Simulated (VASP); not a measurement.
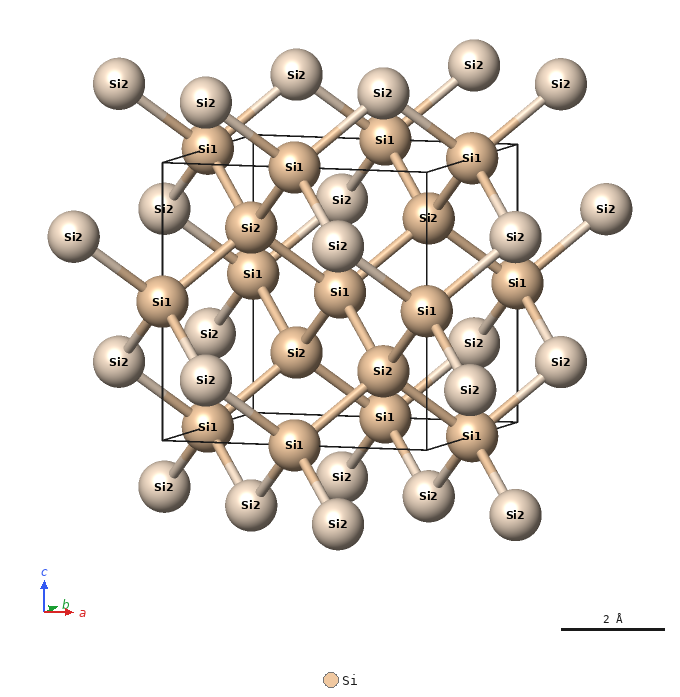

**Figure 1.** The structure of run 1 (ball-and-stick view of the cell 4 times as large as that of the calculation, set on its symmetry axes, seen slightly off an axis; neighbours outside the cell are drawn fainter; atoms are numbered from 1 in the order of the input). Near neighbours in the crystal (not all of them lie inside the picture): Si has 4 Si at 2.36 Å.

# Two runs on Si

System: Si (2 atoms in the cell).
Method of run 1: Kohn-Sham DFT of a periodic cell, r2SCAN, VASP PAW PBE potentials, recommended, no spin polarisation (VASP 6.6.1).

The structure derives from a Materials Project entry. 

**INCAR, run 1**
```
SYSTEM = Si
PREC = Accurate
ENCUT = 600
EDIFF = 1E-6
ISMEAR = -1
SIGMA = 0.05
LREAL = .FALSE.
LASPH = .TRUE.
NELM = 80
ALGO = Normal
ISIF = 3
LWAVE = .FALSE.
LCHARG = .FALSE.
METAGGA = R2SCAN
LMIXTAU = .TRUE.
IBRION = 2
NSW = 40
EDIFFG = -0.005
```

**KPOINTS, run 1**
```
regular mesh
0
G
  8 8 8
  0 0 0
```

**POSCAR, run 1**
```
Si
1.0
    0.0000000000      2.7218511865      2.7218511865
    2.7218511865      0.0000000000      2.7218511865
    2.7218511865      2.7218511865      0.0000000000
Si
2
Direct
    0.5000000000      0.5000000000      0.5000000000
    0.7500000000      0.7500000000      0.7500000000
```

Launched with:
```bash
cat potpaw_PBE.64/Si/POTCAR > POTCAR
mpirun -np 1 vasp_std > vasp.out
```

Hardware: 1 thread of Intel Xeon @ 2.50GHz (Skylake/Cascade Lake), 128 GiB of memory available, shared host.

**OSZICAR and lines of OUTCAR (run 1)**
```
N       E                     dE             d eps       ncg     rms          rms(c)
DAV:   1     0.428014245196E+01    0.42801E+01   -0.38456E+03   464   0.945E+02
DAV:   2    -0.184295019221E+02   -0.22710E+02   -0.22113E+02   744   0.941E+01
DAV:   3    -0.187129494759E+02   -0.28345E+00   -0.28345E+00   576   0.137E+01
DAV:   4    -0.187141610254E+02   -0.12115E-02   -0.12115E-02   776   0.100E+00
DAV:   5    -0.187141619085E+02   -0.88309E-06   -0.88296E-06   576   0.223E-02    0.599E+00
DAV:   6    -0.175408904297E+02    0.11733E+01   -0.14753E-01   544   0.311E+00    0.420E+00
DAV:   7    -0.184897253748E+02   -0.94883E+00   -0.61948E-01   488   0.410E+00    0.826E-01
[...]
DAV:   3    -0.175468670742E+02    0.13961E-04   -0.25855E-05   496   0.458E-02    0.958E-03
DAV:   4    -0.175468749729E+02   -0.78987E-05   -0.28691E-06   560   0.158E-02    0.916E-03
DAV:   5    -0.175468742749E+02    0.69804E-06   -0.13548E-06   480   0.142E-02
   2 F= -.17546874E+02 E0= -.17546872E+02  d E =-.343147E-04
       N       E                     dE             d eps       ncg     rms          rms(c)
DAV:   1    -0.175468982497E+02   -0.23277E-04   -0.28417E-04   560   0.977E-02    0.169E-02
DAV:   2    -0.175468964539E+02    0.17959E-05   -0.74734E-06   592   0.202E-02    0.110E-02
DAV:   3    -0.175468941166E+02    0.23372E-05   -0.35205E-06   512   0.151E-02    0.359E-03
DAV:   4    -0.175468948208E+02   -0.70415E-06   -0.22064E-07   256   0.544E-03
   3 F= -.17546895E+02 E0= -.17546893E+02  d E =-.548607E-04
[... from OUTCAR:]
  free energy    TOTEN  =       -17.54689482 eV
  energy without entropy =      -17.54689032  energy(sigma->0) =      -17.54689257
 E-fermi :   6.0789     XC(G=0):  -9.8345     alpha+bet :-11.9199
  free  energy   TOTEN  =       -17.5468948208 eV
  energy  without entropy=      -17.5468903167  energy(sigma->0) =      -17.54689257
```

Run 2 used a changed input.

**The two runs side by side**

| quantity | run 1 | run 2 |
| --- | --- | --- |
| outcome | converged | converged |
| free energy per atom (eV) | −8.7734 | −10.0065 |
| gap on the mesh (eV) | 0.82 | 0.87 |
| pressure (GPa) | 0.01 | −0.02 |
| volume per atom (Å³) | 20.12 | 19.99 |
| largest force (eV/Å) | 0.000 | 0.000 |
| SCF iterations | 24 | 37 |
| irreducible k-points | 29 | 29 |

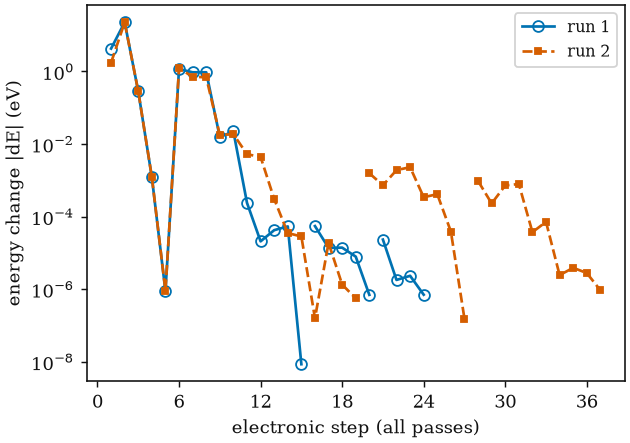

**Figure 2.** Convergence of the two runs: energy change |dE| against the electronic step. A break in a curve parts two SCF passes. Run 1 takes 24 steps in all, and run 2 takes 37.

What was changed in the input?

The change (lines with − go, lines with + come):
```diff
-METAGGA = R2SCAN
+METAGGA = SCAN
```

The total energies belong to different methods, so their difference says nothing on which is more stable or more accurate. The gap on the mesh goes from 0.82 to 0.87 eV. The volume per atom goes from 20.12 to 19.99 Å³. The functional changes from R2SCAN to SCAN. The SCF takes 37 iterations over all geometry steps against 24. On the same kind of shared host run 2 took about 1.5 times as long.

**OSZICAR and lines of OUTCAR (run 2)**
```
N       E                     dE             d eps       ncg     rms          rms(c)
DAV:   1     0.175318019117E+01    0.17532E+01   -0.38349E+03   464   0.942E+02
DAV:   2    -0.209301469297E+02   -0.22683E+02   -0.22088E+02   744   0.939E+01
DAV:   3    -0.212133821704E+02   -0.28324E+00   -0.28324E+00   576   0.137E+01
DAV:   4    -0.212146128095E+02   -0.12306E-02   -0.12306E-02   776   0.102E+00
DAV:   5    -0.212146137088E+02   -0.89928E-06   -0.89901E-06   576   0.229E-02    0.605E+00
DAV:   6    -0.199848533419E+02    0.12298E+01   -0.20357E-01   480   0.546E+00    0.398E+00
DAV:   7    -0.207015453708E+02   -0.71669E+00   -0.44846E-01   488   0.604E+00    0.480E-01
[...]
DAV:   2    -0.200130461134E+02    0.23047E-03   -0.16651E-03   464   0.664E-01    0.704E-02
DAV:   3    -0.200137699031E+02   -0.72379E-03   -0.28569E-03   472   0.727E-01    0.377E-02
DAV:   4    -0.200129797510E+02    0.79015E-03   -0.96839E-04   464   0.440E-01    0.220E-02
DAV:   5    -0.200130170286E+02   -0.37278E-04   -0.15516E-05   576   0.521E-02    0.214E-02
DAV:   6    -0.200129454300E+02    0.71599E-04   -0.18034E-04   472   0.193E-01    0.427E-03
DAV:   7    -0.200129478675E+02   -0.24375E-05   -0.15641E-05   464   0.777E-02    0.166E-03
DAV:   8    -0.200129439842E+02    0.38832E-05   -0.22848E-06   560   0.254E-02    0.642E-04
DAV:   9    -0.200129467664E+02   -0.27821E-05   -0.12112E-06   448   0.199E-02    0.197E-04
DAV:  10    -0.200129458350E+02    0.93133E-06   -0.13938E-07   232   0.737E-03
   3 F= -.20012946E+02 E0= -.20012944E+02  d E =-.966244E-03
[... from OUTCAR:]
  free energy    TOTEN  =       -20.01294584 eV
  energy without entropy =      -20.01294286  energy(sigma->0) =      -20.01294435
 E-fermi :   6.0988     XC(G=0):  -9.8135     alpha+bet :-11.9992
  free  energy   TOTEN  =       -20.0129458350 eV
  energy  without entropy=      -20.0129428595  energy(sigma->0) =      -20.01294435
```
